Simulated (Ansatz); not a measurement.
# Single-point calculation of GaAs

System: GaAs (slab, 4 atoms in the cell).
Method: DFT PBE, scalar-relativistic, plane waves, PAW, PAW set soft_1, no spin polarisation (Ansatz 0.2.0).

The structure derives from an entry of the Crystallography Open Database. Figures and captions count atoms from 1; the log counts them from 0 in places.

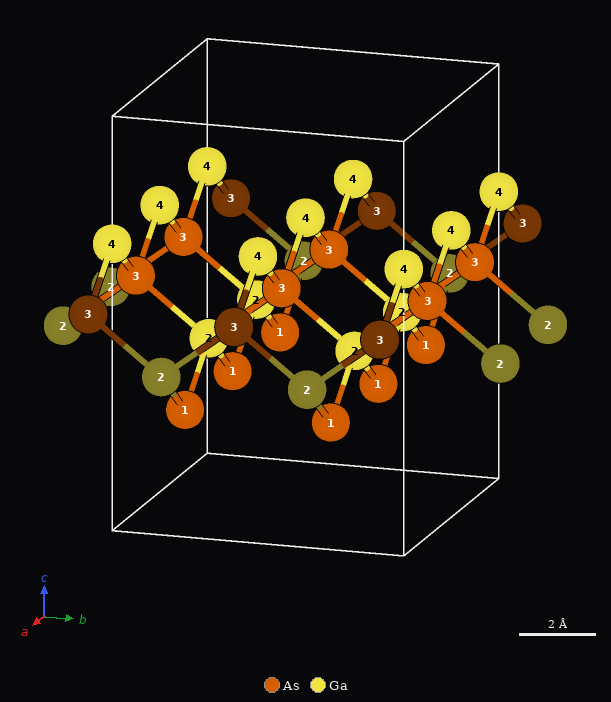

*The input geometry (ball-and-stick view of the 2 × 2 repeat of the cell, with the vacuum cut short, seen slightly off an axis; neighbours outside the cell are drawn fainter; atoms are numbered from 1 in the order of the input).*

## Input
```yaml
crystal:
  lattice:
    - [4.062960926, 0.0, 0.0]
    - [0.0, 4.062960926, 0.0]
    - [0.0, 0.0, 19.8904986572]
  atoms:
    - { symbol: As, position: [0.0, 0.5, 0.2011010417] }
    - { symbol: Ga, position: [0.5, 0.5, 0.2733201266] }
    - { symbol: As, position: [0.5, 0.0, 0.3511019681] }
    - { symbol: Ga, position: [0.0, 0.0, 0.4218345051] }
basis:
  ecutwfc: 420
kpoints:
  mp_grid: { grid: [7, 7, 1] }
hamiltonian:
  xc: pbe
  pseudopotentials: { kind: paw, azcp: { folder: soft_1 } }
scf:
  occupations: { method: gaussian, width: 0.05 }
output:
  forces: true
  eigenvalues: true
efield:
  axis: 3
  dipole_correction: true
  ramp_width: 0.04
```

Launched with:
```bash
ansatz run input.yaml --threads 2 --pin off --max-ram 6144MiB --backend cpu --events-out ev --progress --plain --runs-dir out
```

## The program's output
```
Engine: ansatz 0.2.0, aarch64-unknown-linux-gnu
Pseudopotentials: kind: paw
Pseudopotential: As, paw, valence charge 15, recommended cutoff 420 eV (normal), [file]
Pseudopotential: Ga, paw, valence charge 13, recommended cutoff 420 eV (normal), [file]
Functional definition: PBE
  parameter kappa = 0.804
  parameter beta = 0.06672455060314922
  exchange = pbe_x(kappa = kappa, mu = beta*pi^2/3)
  correlation = pbe_c(beta = beta)
Crystal: 4 atoms, lattice volume = 328.345 Å³
Basis set: ecut = 420 eV, 6467 PW (Γ), exchange–correlation on 60×60×270 points (8 copies of the dense FFT grid, shifted against one another)
Bands: 34, of which v1, the nominal top of the filled ones, is band 28 counted from 1 (27 counted from 0)
Symmetry: 4 space group operations
Space group: Pmm2 (ITA 25), of the structure as read, at distance tolerance 6.9e-5 Å
k-points: 16 of 49
Non-local potential: As, projectors of the file, l = 0: 2, l = 1: 2, l = 2: 3, l = 3: 1
Non-local potential: Ga, projectors of the file, l = 0: 2, l = 1: 2, l = 2: 3, l = 3: 1
PAW form: soft (Blöchl's): semilocal exchange-correlation on the pseudo side does not see the compensation charge
PAW one-centre angular grid: As, 590 points (default); XC on 64 Gauss nodes
PAW one-centre angular grid: Ga, 590 points (default); XC on 64 Gauss nodes
Initial density: superposition of atomic densities (neutral atoms: chi_scale 0, normalization atom)
Initial wavefunctions: pseudopotential atomic-orbital guess
Functional: x = pbe(κ = 0.804, μ = 0.2195149727645171), c = pbe(β = 0.06672455060314922)
SCF iter   1: F=—  HF=-17277.465505 eV  |F-HF|=—  |Δ(HF+E_count)|=         —  Δρ=1.79e-2  dr2=4.35e0  ethr=3.10e-3  p=0.000 e·Å  D=3.19e-6 V/Å  ΔV_dip=-0.00 eV  dr2_dipole=1.28e0  V_vac-E_F(+/−)=5.50/5.50 eV  ⟨swp⟩=7.2  Hψ=2345  notcnv=0
efield: sawtooth ramp at fractional position 0.7915 (placed from the atoms, in the widest stretch of the axis that holds none; the zero of the levels goes with the place), width 0.0400; the density the first Hamiltonian is built on has a dipole p = 0.000 e·Å; the dipole correction subtracts the counter field D = 3.19e-6 V/Å, which shifts the + side's vacuum level by -0.00 eV against the − side's; the planar-averaged density in the ramp window peaks in size at 4.0e-6 e/Å³
preconditioner: auto → LDOS  [insulator: Δε(μ)=0.177 eV  Ē_g=13.099 eV  σ=0.050 eV  W_gap=0.56  n_scr=48 (ndim 8)  ℏωp=12.3 eV  f_vac=0.614  D(μ)=4.26/eV (n_scr^D=8)  ε∞_Penn≈1.9  β→1.0]
SCF iter   2: F=—  HF=-17277.099675 eV  |F-HF|=—  |Δ(HF+E_count)|=   3.66e-1  Δρ=8.62e-3  dr2=9.34e-1  ethr=3.10e-3  p=0.042 e·Å  D=2.30e-2 V/Å  ΔV_dip=-0.46 eV  dr2_dipole=1.84e-1  V_vac-E_F(+/−)=5.05/5.51 eV  ⟨swp⟩=3.0  Hψ=1083  notcnv=0  defer=22
SCF iter   3: F=—  HF=-17277.133787 eV  |F-HF|=—  |Δ(HF+E_count)|=   3.41e-2  Δρ=8.34e-3  dr2=7.97e-1  ethr=1.67e-3  p=0.058 e·Å  D=3.22e-2 V/Å  ΔV_dip=-0.64 eV  dr2_dipole=2.37e-1  V_vac-E_F(+/−)=4.72/5.36 eV  ⟨swp⟩=3.0  Hψ=942  notcnv=0  defer=22
SCF iter   4: F=—  HF=-17276.971957 eV  |F-HF|=—  |Δ(HF+E_count)|=   1.62e-1  Δρ=3.97e-3  dr2=2.09e-1  ethr=1.42e-3  p=0.083 e·Å  D=4.58e-2 V/Å  ΔV_dip=-0.91 eV  dr2_dipole=4.45e-2  V_vac-E_F(+/−)=4.61/5.52 eV  ⟨swp⟩=2.3  Hψ=981  notcnv=0  defer=24
SCF iter   5: F=—  HF=-17276.941412 eV  |F-HF|=—  |Δ(HF+E_count)|=   3.05e-2  Δρ=1.96e-3  dr2=3.03e-2  ethr=3.73e-4  p=0.112 e·Å  D=6.16e-2 V/Å  ΔV_dip=-1.22 eV  dr2_dipole=6.83e-4  V_vac-E_F(+/−)=4.34/5.56 eV  ⟨swp⟩=2.9  Hψ=886  notcnv=0  defer=27
SCF iter   6: F=—  HF=-17276.938307 eV  |F-HF|=—  |Δ(HF+E_count)|=   3.11e-3  Δρ=8.67e-4  dr2=8.68e-3  ethr=5.42e-5  p=0.113 e·Å  D=6.23e-2 V/Å  ΔV_dip=-1.24 eV  dr2_dipole=8.19e-7  V_vac-E_F(+/−)=4.34/5.57 eV  ⟨swp⟩=2.0  Hψ=794  notcnv=0  defer=27
SCF iter   7: F=—  HF=-17276.937683 eV  |F-HF|=—  |Δ(HF+E_count)|=   6.24e-4  Δρ=4.31e-4  dr2=1.78e-3  ethr=1.55e-5  p=0.115 e·Å  D=6.36e-2 V/Å  ΔV_dip=-1.27 eV  dr2_dipole=3.14e-4  V_vac-E_F(+/−)=4.31/5.57 eV  ⟨swp⟩=2.1  Hψ=1027  notcnv=0  defer=27
SCF iter   8: F=—  HF=-17276.937239 eV  |F-HF|=—  |Δ(HF+E_count)|=   4.44e-4  Δρ=1.53e-4  dr2=1.32e-4  ethr=3.17e-6  p=0.115 e·Å  D=6.34e-2 V/Å  ΔV_dip=-1.26 eV  dr2_dipole=9.97e-6  V_vac-E_F(+/−)=4.31/5.57 eV  ⟨swp⟩=2.0  Hψ=964  notcnv=0  defer=27
SCF iter   9: F=—  HF=-17276.937212 eV  |F-HF|=—  |Δ(HF+E_count)|=   2.67e-5  Δρ=6.29e-5  dr2=2.49e-5  ethr=2.35e-7  p=0.115 e·Å  D=6.33e-2 V/Å  ΔV_dip=-1.26 eV  dr2_dipole=6.67e-6  V_vac-E_F(+/−)=4.31/5.57 eV  ⟨swp⟩=2.0  Hψ=805  notcnv=0  defer=27
SCF iter  10: F=—  HF=-17276.937209 eV  |F-HF|=—  |Δ(HF+E_count)|=   2.71e-6  Δρ=2.33e-5  dr2=2.23e-6  ethr=4.44e-8  p=0.115 e·Å  D=6.32e-2 V/Å  ΔV_dip=-1.26 eV  dr2_dipole=2.30e-7  V_vac-E_F(+/−)=4.31/5.57 eV  ⟨swp⟩=2.6  Hψ=932  notcnv=0  defer=27
SCF iter  11: F=—  HF=-17276.937212 eV  |F-HF|=—  |Δ(HF+E_count)|=   2.50e-6  Δρ=6.11e-6  dr2=2.13e-7  ethr=3.99e-9  p=0.115 e·Å  D=6.31e-2 V/Å  ΔV_dip=-1.26 eV  dr2_dipole=2.05e-8  V_vac-E_F(+/−)=4.31/5.57 eV  ⟨swp⟩=2.0  Hψ=805  notcnv=0  defer=27
SCF iter  12: F=-17276.937212 eV  HF=-17276.937212 eV  |F-HF|=2.64e-8  |Δ(HF+E_count)|=   1.95e-7  Δρ=2.36e-6  dr2=5.76e-8  ethr=1.79e-10  p=0.114 e·Å  D=6.31e-2 V/Å  ΔV_dip=-1.25 eV  dr2_dipole=1.37e-9  V_vac-E_F(+/−)=4.32/5.57 eV  ⟨swp⟩=13.8  Hψ=2576  notcnv=0
SCF 1 converged in 12 iterations: F = -17276.937212 eV  dr2 = 5.76e-8
  greatest PAW one-centre occupation: 0.999 electrons in one spin orbital (limit 2), on the As atom at site 0 (counted from 0), in its partial waves of l = 2
```

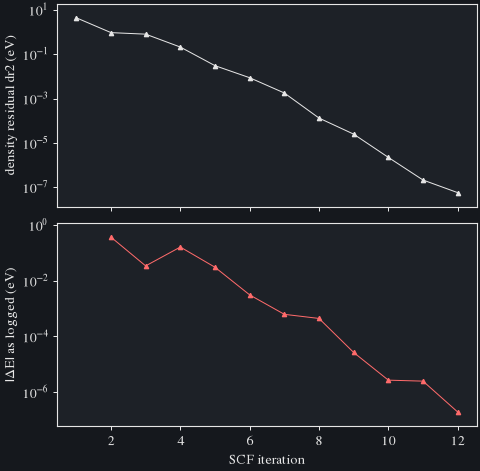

*Convergence of the self-consistent field: density residual dr2 and size of the energy change against the SCF iteration.*

The residual falls at every step.

```
SCF converged after 12 iterations
Free energy (F): -17276.937212 eV
Harris-Foulkes:  -17276.937212 eV  (|F-HF|=2.64e-8)
Internal energy: -17276.931441 eV  (E = F + TS)
E sigma→0 (E₀):  -17276.934327 eV
Entropy (-TS):   -0.005771 eV (-1.443 meV/atom)
Fermi energy:    -1.397457 eV
Dipole field:    D = 0.063109 V/Å  (p = 0.114514 e·Å, saw-weighted, corrected)
Work function:   Φ+ = 4.3158 eV   Φ− = 5.5710 eV
Levels:          The Fermi level and band energies are counted from a zero that moves with the ramp; work functions are not
--- Per-component energies (eV) ---
  E_band       = -1143.868493
  E_kinetic    = 411.469689
  E_local      = -36265.742294  (includes V_loc(G=0)·N_el)
  E_nonlocal   = -978.820805
  E_hartree    = 18482.141908
  E_xc         = -263.828784
  E_vxc        = -253.957636  (∫ρ·V_xc dr)
  E_paw        = -8000.269579  (= ΣΔE_a)
  E_vpaw       = -1021.292432  (= ΣTr[D̂ρ^β])
  E_aug_tail   = -0.000443  (compensation charges beyond the density's cutoff)
  E_efield     = 0.003613  (sawtooth field / dipole correction)
  E_vefield    = 0.160545  (∫n·V_field dr)
  E_ewald      = 9338.115253
  E_smearing   = -0.005771  (= −TS)
  E_closure    = -0.000000  (closes the sum)
  Σ components = -17276.937212   (vs F -17276.937212, Δ=0.00e0)
--- Forces (eV/Å), atoms counted from 1 ---
  atom   1  As     0.00000000     0.00000000     0.43608658
  atom   2  Ga     0.00000000     0.00000000    -0.43099724
  atom   3  As     0.00000000     0.00000000     0.01185888
  atom   4  Ga     0.00000000     0.00000000    -0.01692838
  max |Σ_I F_I| component: 1.98e-5 eV/Å
--- Band table (eV; the first three rows and the last of 16) ---
  k-point 0: bands = ["-36.6831", "-36.6686", "-36.6681", "-36.6059", "-36.5970", "-36.3650", "-36.3349", "-36.3202", "-36.2322", "-36.2265", "-16.2867", "-16.2177", "-16.1804", "-16.1648", "-16.1444", "-15.7803", "-15.7569", "-15.6974", "-15.6847", "-15.6527", "-13.0293", "-11.4493", "-6.9299", "-3.9600", "-3.1942", "-2.9139", "-1.8066", "-0.9710", "-0.6022", "0.5525", "0.9084", "1.4224", "2.5908", "2.8738"]
  k-point 1: bands = ["-36.6830", "-36.6687", "-36.6681", "-36.6057", "-36.5971", "-36.3649", "-36.3349", "-36.3202", "-36.2321", "-36.2265", "-16.2846", "-16.2187", "-16.1812", "-16.1647", "-16.1441", "-15.7835", "-15.7567", "-15.6972", "-15.6837", "-15.6540", "-12.9163", "-11.4246", "-6.8408", "-4.5621", "-3.1037", "-2.9420", "-1.7982", "-1.4918", "-0.6162", "0.6435", "0.9286", "1.9768", "2.3021", "3.0173"]
  k-point 2: bands = ["-36.6829", "-36.6688", "-36.6681", "-36.6054", "-36.5972", "-36.3646", "-36.3350", "-36.3203", "-36.2321", "-36.2265", "-16.2801", "-16.2208", "-16.1831", "-16.1645", "-16.1434", "-15.7954", "-15.7506", "-15.6967", "-15.6819", "-15.6569", "-12.6195", "-11.3948", "-6.6505", "-5.6016", "-2.8694", "-2.8680", "-2.3601", "-1.8030", "-0.7130", "0.1372", "0.9661", "1.7499", "3.3919", "3.9071"]
  k-point 15: bands = ["-36.6825", "-36.6689", "-36.6685", "-36.6042", "-36.5975", "-36.3639", "-36.3352", "-36.3203", "-36.2325", "-36.2258", "-16.2477", "-16.2211", "-16.2206", "-16.1934", "-16.1115", "-15.7945", "-15.7432", "-15.7247", "-15.6686", "-15.6474", "-11.5954", "-10.6752", "-7.3228", "-7.1436", "-4.2168", "-3.8730", "-2.4014", "-2.2626", "-1.4385", "-0.7339", "1.5692", "1.9645", "3.4800", "3.8043"]
```

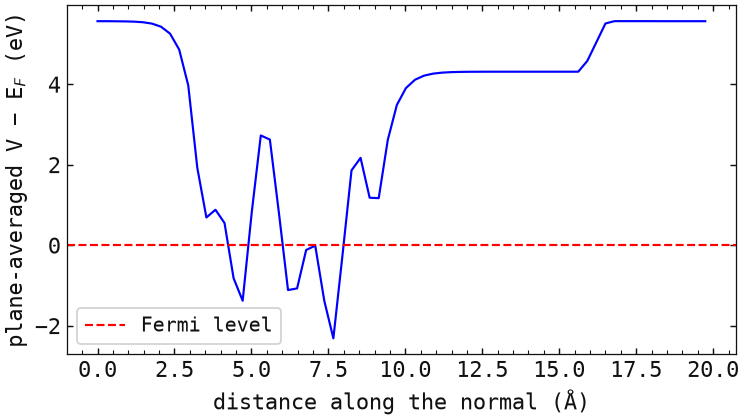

*Plane average of the electrostatic potential energy of an electron across the cell, from the Fermi level.*

The vacuum level lies 4.32 eV above the Fermi level on the upper side and 5.57 eV on the lower.

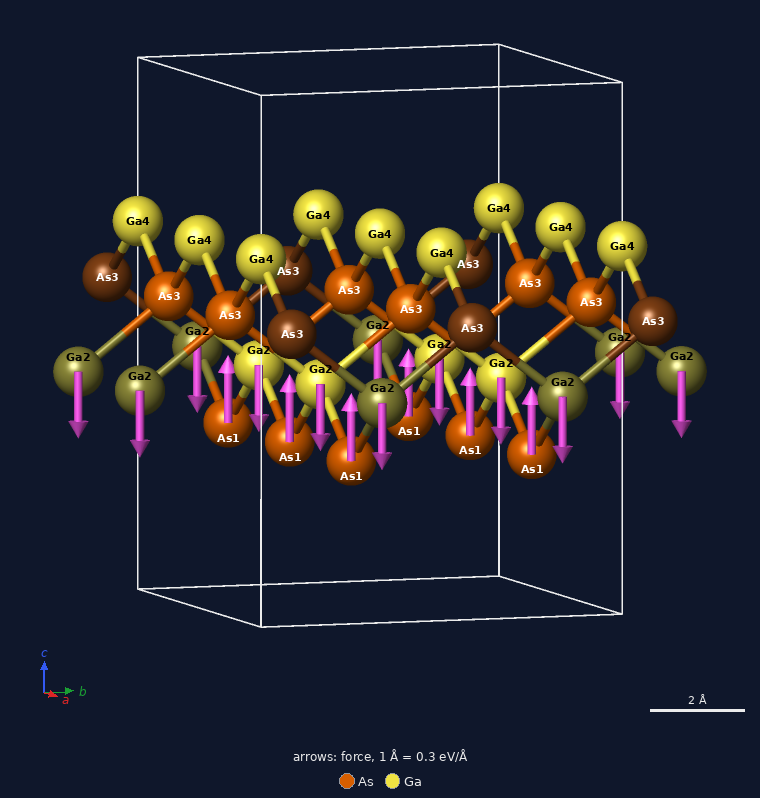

*Forces on the atoms as pink arrows (ball-and-stick view of the 2 × 2 repeat of the cell, with the vacuum cut short, seen slightly off an axis; neighbours outside the cell are drawn fainter; atoms are numbered from 1 in the order of the input); the smallest are left out.*

The largest act on As1 (0.44 eV/Å); Ga2 (0.43 eV/Å). The geometry is not a stationary point of this energy.

## Key numbers

| quantity | value |
| --- | --- |
| outcome | converged |
| electrons treated | 56 |
| free energy | −17276.9372 eV |
| work function, top face | 4.32 eV |
| work function, bottom face | 5.57 eV |
| Fermi energy | −1.397 eV |
| gap on the k-point mesh | none (metallic) |
| work function (upper face) | 4.32 eV |
| largest force (length of the vector) | 0.436 eV/Å |
| hardware | 2 threads of Arm Neoverse N1, 98 GiB of memory available, shared host |
| wall time | 18 s (CPU time 34 s) |
| peak memory | 0.53 GiB |
